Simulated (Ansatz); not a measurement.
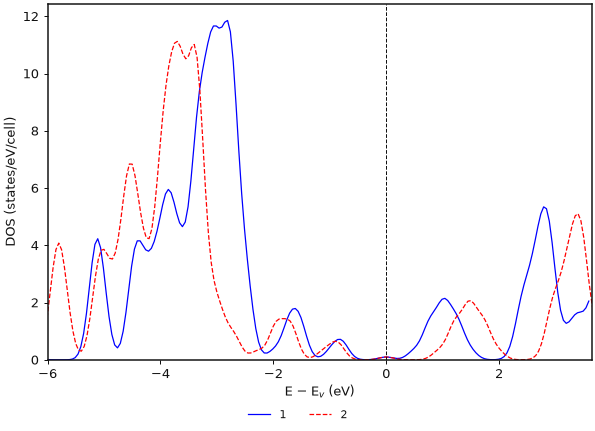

Total densities of states of CsSnBr3, space group Pm-3m, 5 atoms in the cell, by two methods on the same cell. The curves are built from the levels of the k mesh with Gaussians 0.3 eV wide, which also blur the band edges. Each is counted from its own valence-band top.

Q: Which curve is which? The methods: PBE, HSE06.

A: 1 is PBE; 2 is HSE06. PBE gives a gap of 0.50 eV and HSE06 gives a gap of 0.94 eV.

Settings. PBE: DFT, PBE, plane waves, PAW, no spin polarisation, 4×4×4 k mesh, 420 eV cutoff, Fermi-Dirac smearing of 0.02 eV (Ansatz 0.2.0). HSE06: DFT, HSE06, plane waves, PAW, no spin polarisation, 4×4×4 k mesh, 420 eV cutoff (Ansatz 0.2.0).
